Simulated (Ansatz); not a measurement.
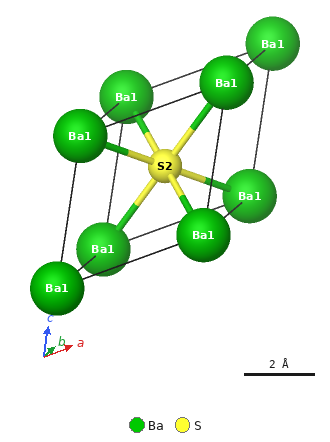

The structure as given in the input (ball-and-stick view of the reduced cell, seen slightly off an axis; atoms are numbered from 1 in the order of the input). Near neighbours in the crystal (not all of them lie inside the picture): Ba has 6 S at 3.21 Å; S has 6 Ba at 3.21 Å.

# BaS: a changed input and its effect

System: BaS (R-3m, 2 atoms in the cell).
Method of the first run: DFT, r2SCAN, plane waves, PAW, no spin polarisation (Ansatz 0.2.0).

The structure was built on a prototype by a generator. The geometry comes from this level: r2SCAN (a point of a series of strains). Text and figures count atoms from 1; the logs count them from 0 in places.

**Input, the first run**
```yaml
crystal:
  lattice:
    - [0.0202575505, 3.2159944414, 3.2159944414]
    - [3.2159944414, 0.0202575505, 3.2159944414]
    - [3.2159944414, 3.2159944414, 0.0202575505]
  atoms:
    - { symbol: Ba, position: [0.0, 0.0, 0.0] }
    - { symbol: S, position: [0.5, 0.5, 0.5] }
kpoints:
  mp_grid: { grid: [8, 8, 8] }
  band_path:
    path:
      - [0.0, 0.0, 0.0]
      - [0.5, 0.0, 0.5]
      - [0.625, 0.25, 0.625]
      - [0.375, 0.375, 0.75]
      - [0.5, 0.5, 0.5]
      - [0.5, 0.25, 0.75]
    npoints: 1
hamiltonian:
  xc: r2scan
scf:
  occupations: { method: fixed }
  n_extra_bands: 4
output:
  forces: true
  stress: true
  eigenvalues: true
```

Command:
```bash
ansatz run input.yaml --threads 4 --pin off --max-ram 3686MiB --backend cpu --events-out ev --progress --plain --runs-dir out
```

Hardware: 4 threads of an Arm (aarch64) CPU, shared host.

**Output, shortened to warnings, some set-up lines, iterations and results (the first run)**
```
Basis set: ecut = 500 eV, 1669 PW (Γ), exchange–correlation on 144×144×144 points (64 copies of the dense FFT grid, shifted against one another)
Symmetry: 12 space group operations
k-points: 65 of 512
Initial density: superposition of atomic densities (neutral atoms: chi_scale 0, normalization atom), corrected by the library's trained network
[...]
SCF iter   1: F=—  HF=-6875.078981 eV  |F-HF|=—  |Δ(HF+E_count)|=         —  Δρ=3.89e-3  dr2=1.01e-2  dr2_τ=5.40e-3  ethr=1.77e-3  ⟨swp⟩=5.5  Hψ=4688  notcnv=0  defer=104
SCF iter   2: F=—  HF=-6875.130519 eV  |F-HF|=—  |Δ(HF+E_count)|=   5.15e-2  Δρ=1.81e-3  dr2=1.25e-3  dr2_τ=1.67e-4  ethr=6.33e-5  ⟨swp⟩=3.0  Hψ=2124  notcnv=0  defer=127
SCF iter   3: F=—  HF=-6875.130719 eV  |F-HF|=—  |Δ(HF+E_count)|=   2.00e-4  Δρ=6.29e-4  dr2=2.68e-4  dr2_τ=3.01e-5  ethr=7.82e-6  ⟨swp⟩=2.4  Hψ=1390  notcnv=0  defer=128
SCF iter   4: F=—  HF=-6875.130727 eV  |F-HF|=—  |Δ(HF+E_count)|=   7.95e-6  Δρ=2.13e-4  dr2=1.70e-5  dr2_τ=1.87e-6  ethr=1.67e-6  ⟨swp⟩=2.2  Hψ=1165  notcnv=0  defer=128
SCF iter   5: F=—  HF=-6875.130738 eV  |F-HF|=—  |Δ(HF+E_count)|=   1.08e-5  Δρ=3.98e-5  dr2=7.71e-7  dr2_τ=4.52e-8  ethr=1.07e-7  ⟨swp⟩=2.7  Hψ=1343  notcnv=0  defer=72
SCF iter   6: F=-6875.130739 eV  HF=-6875.130739 eV  |F-HF|=5.30e-9  |Δ(HF+E_count)|=   7.11e-7  Δρ=3.29e-6  dr2=1.15e-8  dr2_τ=4.54e-10  ethr=6.25e-10  ⟨swp⟩=8.6  Hψ=5918  …
SCF 1 converged in 6 iterations: F = -6875.130739 eV  dr2 = 1.15e-8
NSCF: frozen V_eff on 6 k-points
SCF converged after 6 iterations
Free energy (F): -6875.130739 eV
Harris-Foulkes:  -6875.130739 eV  (|F-HF|=5.30e-9)
Internal energy: -6875.130739 eV  (E = F + TS)
E sigma→0 (E₀):  -6875.130739 eV
Fermi energy:    5.457430 eV
--- Per-component energies (eV) ---
  E_band       = -60.895000
  E_kinetic    = 276.158453
  E_local      = -404.987272  (includes V_loc(G=0)·N_el)
  E_nonlocal   = 83.718491
  E_hartree    = 128.353692
  E_xc         = -250.252278
  E_vxc        = -243.850691  (∫ρ·V_xc dr)
  E_paw        = -5861.045430  (= ΣΔE_a)
  E_vpaw       = -40.325232  (= ΣTr[D̂ρ^β])
  E_aug_tail   = 0.000000  (compensation charges beyond the density's cutoff)
  E_vtau       = 11.683466  (kinetic-family band-sum trace: ∫τ·v_τ [+ j·A + Jᵃ·Aᵃ] dr)
  E_ewald      = -847.037043
  E_core_change = -0.039351  (= ΣΔE_core)
  E_smearing   = -0.000000  (= −TS)
  E_closure    = -0.000000  (closes the sum)
  Σ components = -6875.130739   (vs F -6875.130739, Δ=0.00e0)
--- Forces (eV/Å), atoms counted from 1 ---
  atom   1  Ba     0.00000000     0.00000000    -0.00000000
  atom   2  S      0.00000000     0.00000000     0.00000000
  max |Σ_I F_I| component: 2.24e-30 eV/Å
--- Stress (GPa, compression-positive) ---
        0.278840      -0.121995      -0.121995
       -0.121995       0.278840      -0.121995
       -0.121995      -0.121995       0.278840
  P = ⅓ Tr σ = 0.2788 GPa (2.788 kbar)
```

The input of the second run differs as follows (lines with − go, lines with + come):
```diff
-  xc: r2scan
+  xc: pbe
-  occupations: { method: fixed }
+  occupations: { method: fermi_dirac, width: 0.02 }
```

What does this change do to the results?

The total energies belong to different methods, so their difference says nothing on which is more stable or more accurate. The gap on the mesh goes from 2.56 to 2.21 eV. The functional changes from r2SCAN to PBE. The number of SCF iterations is the same. The default cutoff goes from 500 to 420 eV with the change. The plane waves at Γ go from 1669 to 1267.

**Output, shortened to warnings, some set-up lines, iterations and results (the second run)**
```
Basis set: ecut = 420 eV, 1267 PW (Γ), exchange–correlation on 64×64×64 points (8 copies of the dense FFT grid, shifted against one another)
Symmetry: 12 space group operations
k-points: 65 of 512
Initial density: superposition of atomic densities (neutral atoms: chi_scale 0, normalization atom), corrected by the library's trained network
[...]
SCF iter   1: F=—  HF=-6855.863463 eV  |F-HF|=—  |Δ(HF+E_count)|=         —  Δρ=6.85e-4  dr2=7.36e-4  ethr=1.77e-3  ⟨swp⟩=9.9  Hψ=6700  notcnv=0
SCF iter   2: F=—  HF=-6855.863145 eV  |F-HF|=—  |Δ(HF+E_count)|=   3.18e-4  Δρ=2.01e-4  dr2=1.85e-5  ethr=4.60e-6  ⟨swp⟩=2.2  Hψ=1983  notcnv=0
SCF iter   3: F=—  HF=-6855.863152 eV  |F-HF|=—  |Δ(HF+E_count)|=   7.63e-6  Δρ=9.04e-5  dr2=3.69e-6  ethr=1.16e-7  ⟨swp⟩=2.4  Hψ=1238  notcnv=0
SCF iter   4: F=-6855.863158 eV  HF=-6855.863158 eV  |F-HF|=1.64e-8  |Δ(HF+E_count)|=   5.24e-6  Δρ=8.02e-6  dr2=4.05e-8  ethr=2.30e-8  ⟨swp⟩=3.0  Hψ=1286  notcnv=0
SCF iter   5: F=-6855.863158 eV  HF=-6855.863158 eV  |F-HF|=1.24e-9  |Δ(HF+E_count)|=   3.41e-8  Δρ=2.19e-6  dr2=4.71e-9  ethr=2.53e-10  ⟨swp⟩=2.7  Hψ=1267  notcnv=0
SCF iter   6: F=-6855.863158 eV  HF=-6855.863158 eV  |F-HF|=2.43e-10  |Δ(HF+E_count)|=   1.26e-9  Δρ=6.10e-7  dr2=3.91e-10  ethr=2.95e-11  ⟨swp⟩=2.2  Hψ=2575  notcnv=0
SCF 1 converged in 6 iterations: F = -6855.863158 eV  dr2 = 3.91e-10
NSCF: frozen V_eff on 6 k-points
SCF converged after 6 iterations
Free energy (F): -6855.863158 eV
Harris-Foulkes:  -6855.863158 eV  (|F-HF|=2.43e-10)
Internal energy: -6855.863158 eV  (E = F + TS)
E sigma→0 (E₀):  -6855.863158 eV
Fermi energy:    6.798405 eV
--- Per-component energies (eV) ---
  E_band       = -52.830812
  E_kinetic    = 276.203059
  E_local      = -406.342633  (includes V_loc(G=0)·N_el)
  E_nonlocal   = 85.149358
  E_hartree    = 128.830416
  E_xc         = -266.571813
  E_vxc        = -224.807716  (∫ρ·V_xc dr)
  E_paw        = -5826.094502  (= ΣΔE_a)
  E_vpaw       = -40.693577  (= ΣTr[D̂ρ^β])
  E_aug_tail   = -0.000000  (compensation charges beyond the density's cutoff)
  E_ewald      = -847.037043
  E_smearing   = -0.000000  (= −TS)
  E_closure    = 0.000000  (closes the sum)
  Σ components = -6855.863158   (vs F -6855.863158, Δ=0.00e0)
--- Forces (eV/Å), atoms counted from 1 ---
  atom   1  Ba    -0.00000000    -0.00000000     0.00000000
  atom   2  S      0.00000000    -0.00000000     0.00000000
  max |Σ_I F_I| component: 2.04e-30 eV/Å
--- Stress (GPa, compression-positive) ---
        0.330221      -0.119379      -0.119379
       -0.119379       0.330221      -0.119379
       -0.119379      -0.119379       0.330221
  P = ⅓ Tr σ = 0.3302 GPa (3.302 kbar)
```

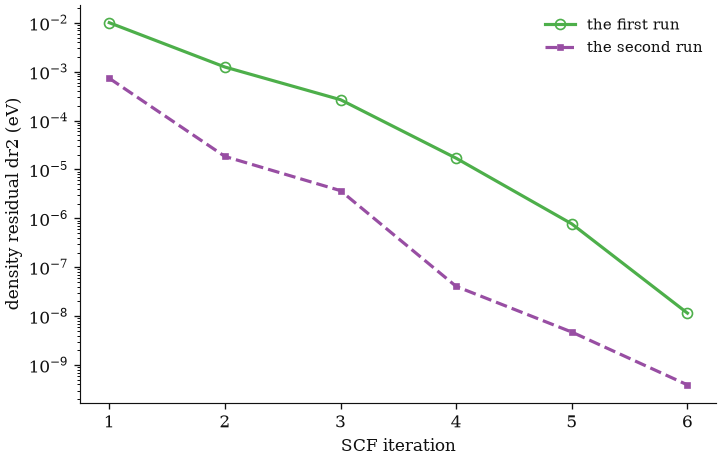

Convergence of the two runs: density residual dr2 against the SCF iteration. The first run takes 6 iterations in all, and the second run takes 6.

**The two runs side by side**

```tsv
quantity	the first run	the second run
outcome	converged	converged
free energy per atom (eV)	−3437.5654	−3427.9316
gap on the mesh (eV)	2.56	2.21
pressure (GPa)	0.28	0.33
largest force (eV/Å)	0.000	0.000
SCF iterations	6	6
irreducible k-points	65	65
plane waves at Γ	1669	1267
wall time (shared host)	5.6 s	2.3 s
```
